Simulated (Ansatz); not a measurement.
Single-point calculation, with input and output: W4C (part 2 of 2)

Continued. System: W4C (slab, 5 atoms in the cell). Method: DFT PBEsol, scalar-relativistic, plane waves, PAW, PAW set soft_1, spin-polarised (Ansatz 0.2.0); cutoff 420 eV, 8×8×1 k-mesh, Gaussian smearing of 0.1 eV, collinear spins. The structure derives from an entry of the Crystallography Open Database.

Geometry of the input (Å; fractional positions):
```
3.1545  0.0000  0.0000
0.0000  3.1545  0.0000
0.0000  0.0000  21.5976
W  0.5000  0.5000  0.1852
W  0.0000  0.0000  0.2582
W  0.5000  0.5000  0.3339
W  0.0000  0.0000  0.3981
C  0.0000  0.1667  0.5152
```

```
WARN: The output density's exchange-correlation potential varies sharply where the density is thin. Do not read a vacuum level from v_tot or v_xc, or from such a field of the output density. On a cell that repeats whose density bears no net charge and no dipole along the vacuum's axis use v_es (v_loc + v_h of the components); under efield.dipole_correction with no amplitude use v_es + v_field, which holds any external_charges[].barrier, or the levels of the report's work_function block, which leave it out; under a non-zero efield.amplitude the vacuum is tilted and has no level; on a cell that repeats and bears such a dipole with no correction it is tilted too, and efield.dipole_correction with no amplitude gives each side of its ramp a level where efield: is served; in a cell that repeats whose density bears a net charge (total_charge, or a fill off its count) it is curved and has none; of a slab under crystal.periodic whose density bears no net charge use v_es, which has a level on each side, short of where the two are joined; of another it falls or rises all the way out and has none; of a slab beside external_charges read slab_vacuum_level instead, which it has where they leave it neutral. The grid or the basis barely resolves most such structure, and the values can differ between equally converged runs; as a rule a tighter scf.convergence.dr2_threshold does not remove it. Where the density itself ripples (under the LDA too) a higher basis.ecutwfc lessens it. The files hold the spikes' plane waves up to the density's cutoff. Files: v_tot_of_output_density and the like, and their columns of v_z.tsv (output.write_potential); v_xc_of_output_density and the like, and their columns of v_comp_z.tsv (output.write_potential_components). Measured: with its Gaussian average of σ = 0.25 Å subtracted twice, the exchange-correlation potential is over 0.1 eV at 133 of the grid points where the equally averaged density (valence and model cores) is under 1e-3 e/Å³, and 0.337 eV at the most among them, at an averaged density of 2.3e-8 e/Å³. The input density's (outcome.potential() and, of a run that writes arrays, v_tot and v_xc) is over 0.1 eV, so measured, at 13 points of its own thin density, 0.177 eV at the most. See output.write_potential in the manual, Limitations
SCF converged after 16 iterations
Magnetization: 1.2697 μB (30.6348 up, 29.3652 down)
Absolute magnetization: 1.5872 μB (∫|ρ↑−ρ↓|, with the PAW one-centre terms)
Spin contamination: 0.1710 ħ² per cell (⟨S²⟩ above its minimum at these occupations)
Per-site moments (μB) at R_I (Å): [(0.11515400671632693, 1.1269117505085213), (-0.005692370184943929, 1.1269117505085213), (0.0543300479212158, 1.0831797964519079), (-0.09019513336158173, 1.0659210048158634), (0.8874511718228302, 1.0659210048158634)]
Free energy (F): -41265.777478 eV
Harris-Foulkes:  -41265.777478 eV  (|F-HF|=9.88e-9)
Internal energy: -41265.747915 eV  (E = F + TS)
E sigma→0 (E₀):  -41265.762696 eV
Entropy (-TS):   -0.029563 eV (-5.913 meV/atom)
Fermi energy:    3.317132 eV
Dipole field:    D = -0.094501 V/Å  (p = -0.112241 e·Å, saw-weighted, corrected)
Work function:   Φ+ = 6.2966 eV   Φ− = 4.2556 eV
Levels:          The Fermi level and band energies are counted from a zero that moves with the ramp; work functions are not
--- Per-component energies (eV) ---
  E_band       = -1381.106870
  E_kinetic    = 1748.312948
  E_local      = -55552.021709  (includes V_loc(G=0)·N_el)
  E_nonlocal   = -62.161855
  E_hartree    = 27059.875377
  E_xc         = -1097.992750
  E_vxc        = -965.960276  (∫ρ·V_xc dr)
  E_paw        = -33899.448685  (= ΣΔE_a)
  E_vpaw       = -663.956423  (= ΣTr[D̂ρ^β])
  E_aug_tail   = 0.000614  (compensation charges beyond the density's cutoff)
  E_efield     = 0.005303  (sawtooth field / dipole correction)
  E_vefield    = -5.083080  (∫n·V_field dr)
  E_ewald      = 20536.774312
  E_core_change = 0.908531  (= ΣΔE_core)
  E_smearing   = -0.029563  (= −TS)
  E_closure    = -0.000000  (closes the sum)
  Σ components = -41265.777478   (vs F -41265.777478, Δ=0.00e0)
--- Forces (eV/Å), atoms counted from 1 ---
  atom   1  W      0.00000000    -0.01799273     2.08124329
  atom   2  W      0.00000000     0.06391154    -2.17258331
  atom   3  W      0.00000000    -0.14163774    -0.73949321
  atom   4  W      0.00000000     0.43235757     3.84240911
  atom   5  C      0.00000000    -0.33663519    -3.01155279
  max |Σ_I F_I| component: 2.31e-5 eV/Å
--- Band table (eV; the first three rows and the last of 50) ---
  k-point 0 ↑: bands = ["-70.4556", "-70.3722", "-70.3079", "-70.1526", "-34.9357", "-34.8630", "-34.8599", "-34.8079", "-34.6188", "-34.6172", "-34.5470", "-34.2417", "-34.2406", "-34.1254", "-33.9675", "-33.9663", "-6.3477", "-4.9917", "-2.5878", "-1.8801", "-1.3763", "-0.5072", "-0.1953", "1.4847", "2.5187", "2.5189", "2.6362", "2.6651", "3.0427", "3.1258", "3.1632", "4.1740", "4.2229", "4.3251", "4.7576", "4.9114", "5.1066", "6.2820"]
  k-point 1 ↑: bands = ["-70.4486", "-70.3659", "-70.3088", "-70.1596", "-35.0009", "-34.9014", "-34.8258", "-34.8062", "-34.7089", "-34.5993", "-34.4228", "-34.3168", "-34.2524", "-34.0844", "-33.9975", "-33.9862", "-6.2314", "-4.6637", "-2.3868", "-1.6454", "-1.1443", "-0.5907", "0.1082", "1.4684", "1.9450", "2.0591", "2.3090", "2.7526", "3.2324", "3.3270", "3.4034", "3.6150", "4.1127", "4.5464", "4.7703", "5.1205", "5.4301", "5.9259"]
  k-point 2 ↑: bands = ["-70.4303", "-70.3524", "-70.3076", "-70.1799", "-35.1118", "-35.0372", "-34.8163", "-34.7621", "-34.7295", "-34.5492", "-34.3871", "-34.3274", "-34.2877", "-34.0883", "-34.0867", "-33.9857", "-5.9413", "-3.7781", "-2.0603", "-1.1896", "-0.8953", "-0.4623", "1.1977", "1.2162", "1.4288", "1.5451", "2.1500", "2.5835", "2.6797", "3.1270", "3.2859", "3.8129", "4.1442", "4.5907", "4.5966", "5.1180", "5.7517", "5.8120"]
  k-point 24 ↓: bands = ["-70.3479", "-70.3313", "-70.3033", "-70.1991", "-35.2489", "-35.2438", "-34.8932", "-34.8896", "-34.6540", "-34.6496", "-34.4641", "-34.4507", "-34.3393", "-34.3351", "-34.0052", "-33.9992", "-3.2897", "-1.6440", "-1.6379", "0.1708", "0.1736", "0.5757", "0.6306", "0.9044", "0.9128", "2.0183", "2.0242", "3.3456", "3.5299", "4.1933", "5.3370", "5.4254", "5.4267", "6.1017", "6.2261", "6.3980", "6.6008", "6.8465"]
--- Löwdin populations: 5 sites ---
  site symbol       q [e]    m [muB]
     0      W     13.9533     0.1803
     1      W     13.7836    -0.0155
     2      W     13.8378     0.0832
     3      W     13.7437    -0.1579
     4      C      4.1929     1.1663
  spilling = 0.008146 (of n_electrons = 60.000000)
```

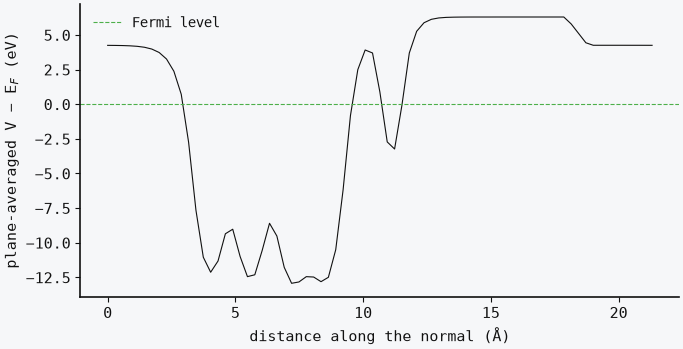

**Figure 1.** Plane average of the electrostatic potential energy of an electron across the cell, from the Fermi level. The vacuum level lies 6.30 eV above the Fermi level on the upper side and 4.26 eV on the lower.

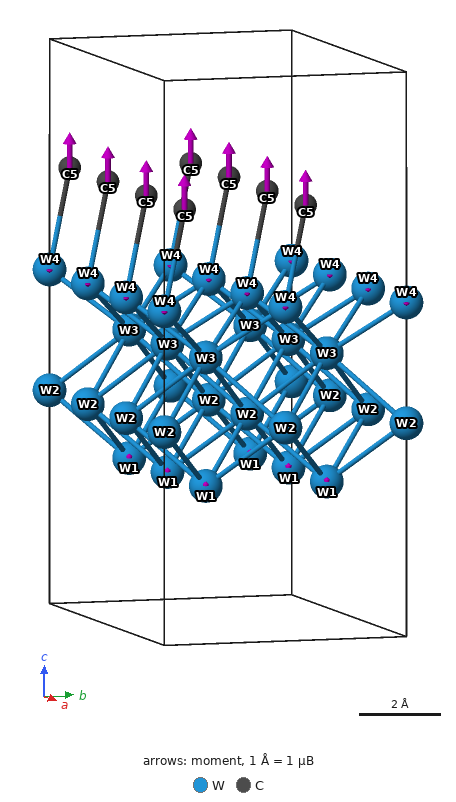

**Figure 2.** Magnetic moments of the sites as pink arrows (ball-and-stick view of the 3 × 2 repeat of the cell, with the vacuum cut short, seen slightly off an axis; atoms are numbered from 1 in the order of the input); small moments hardly show. The run is collinear, so the axis drawn is arbitrary. Site moments: C5 (0.89 μB); W1 (0.12 μB); W4 (−0.09 μB); W3 (0.05 μB). They are counted near the atoms and needn't add up to the moment of the cell.

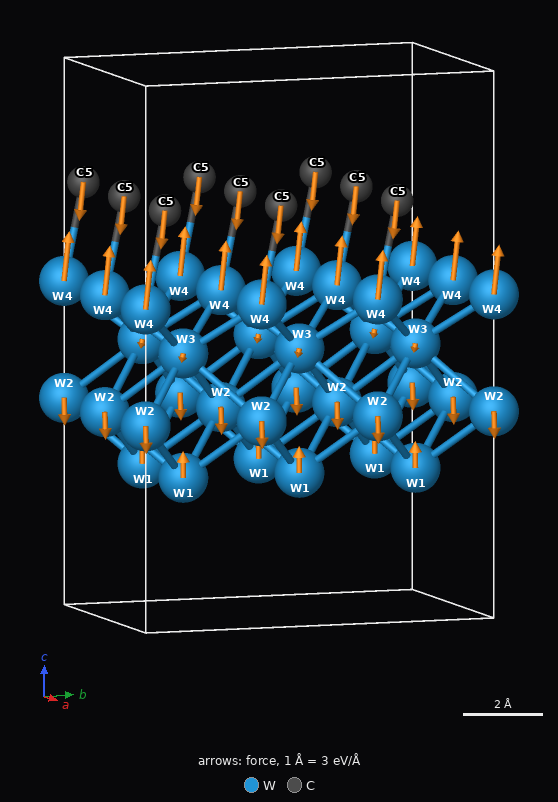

**Figure 3.** Forces on the atoms as orange arrows (ball-and-stick view of the 2 × 3 repeat of the cell, with the vacuum cut short, seen slightly off an axis; atoms are numbered from 1 in the order of the input). The largest act on W4 (3.87 eV/Å); C5 (3.03 eV/Å); W2 (2.17 eV/Å); W1 (2.08 eV/Å). The geometry is not a stationary point of this energy.

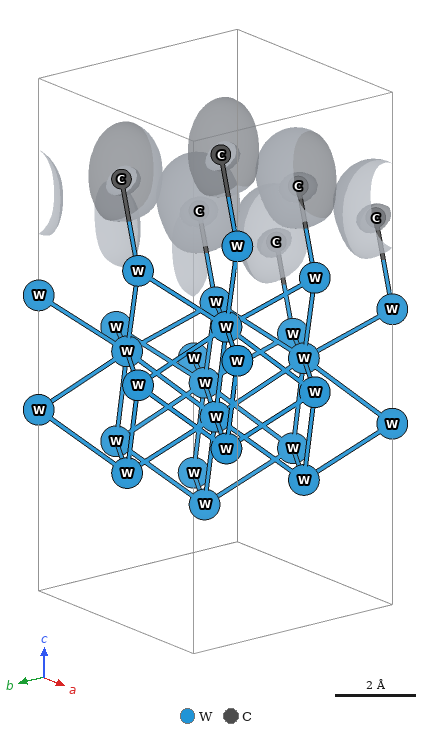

**Figure 4.** Isosurface of the ELF at 0.7 (grey), seen at an oblique angle. Only the valence region is drawn (cores and ρ < 0.01 e/Å³ removed). Sticks mark near contacts. Values along the shortest contacts: W–C (2.58 Å): the ELF is about 0.30 at the midpoint. W–W (2.63 Å): the ELF is about 0.40 at the midpoint; no localised pair between them. The fields are those of the smooth PAW valence density.

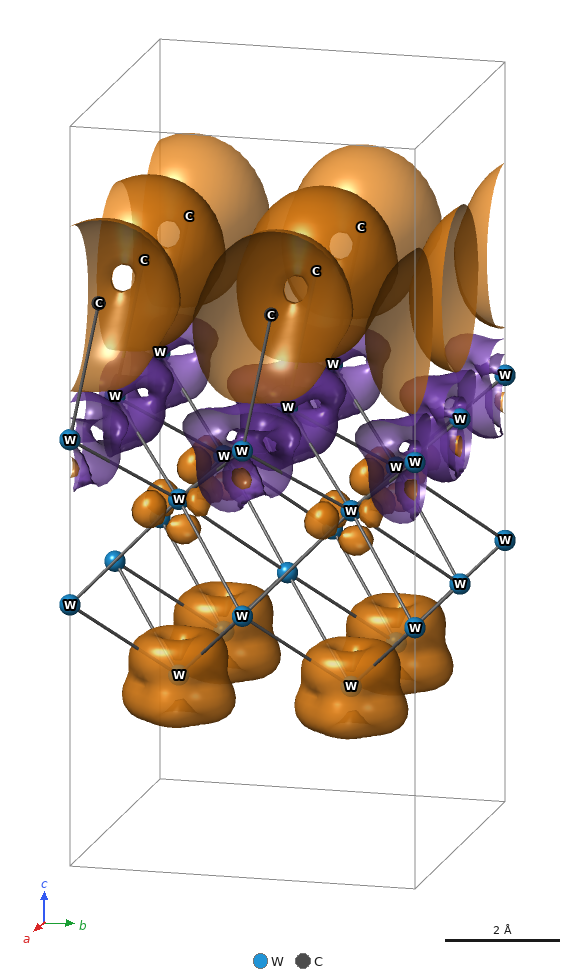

**Figure 5.** Isosurfaces of the spin density at +0.015 (orange) and −0.015 e/Å³ (purple), seen slightly off an axis. Sticks mark near contacts. The spin density sits on C: +0.9 μB in one cell of 5 atoms: a single local moment. The cell of the calculation (5 atoms) carries 1.3 μB net.

Results in brief:

- outcome: converged
- electrons treated: 60
- free energy: −41265.7775 eV
- work function, top face: 6.30 eV
- work function, bottom face: 4.26 eV
- Fermi energy: 3.317 eV
- gap on the k-point mesh: none (metallic)
- net moment of the cell: 1.27 μB
- integrated absolute moment: 1.59 μB
- work function (upper face): 6.30 eV
- largest force (length of the vector): 3.867 eV/Å
- hardware: 1 thread of Arm Neoverse V1, 24 GiB of memory available, shared host
- wall time: 84 s
- peak memory: 0.57 GiB

Warnings of the run: the PAW datasets were made with another functional; the exchange-correlation potential is rough where the density is thin. Spin–orbit coupling is left out, which matters for W.
